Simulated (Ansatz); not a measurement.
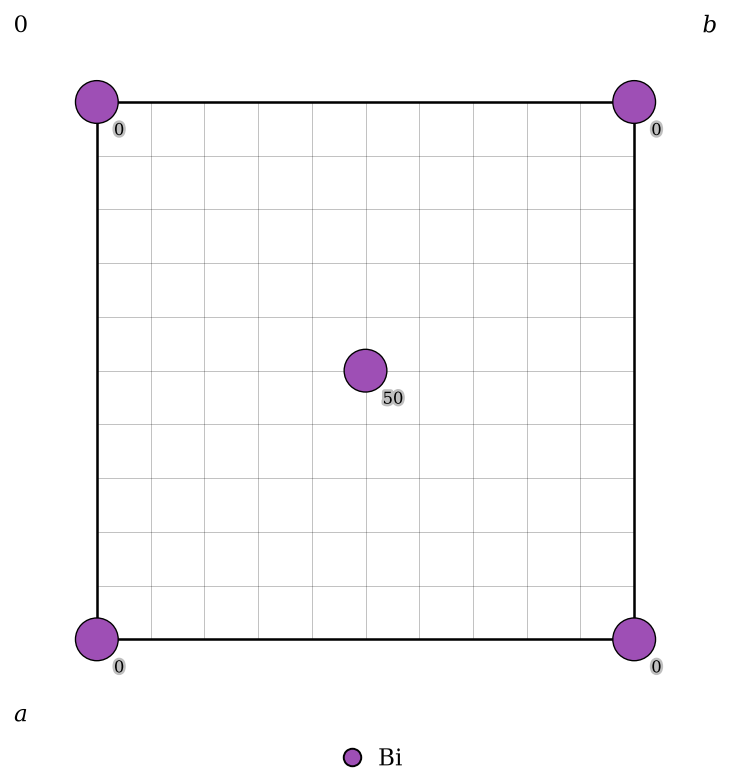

Plan of a unit cell projected along c (a down the page, b across); the numbers are heights in hundredths of c, and atoms on the cell's edges are repeated. The grid marks tenths of a and b. Source: the input geometry of an electronic-structure calculation (not necessarily at equilibrium); the starting structure was generated, so it need not be a known form of this composition. The drawing is computed from the coordinates (standard cell, symmetry found to 0.002 Å).

a = 3.889 Å, b = 3.889 Å, c = 3.889 Å, α = 90.00°, β = 90.00°, γ = 90.00°.

### What does the cell contain?

2 Bi: Bi, Z = 2.

### Which space group?

Im-3m (No. 229), body-centred cubic.

### Give the independent sites, coordinates to two places.

| atom | site | symmetry | x | y | z |
| --- | --- | --- | --- | --- | --- |
| Bi | 2a | m-3m | 0.00 | 0.00 | 0.00 |
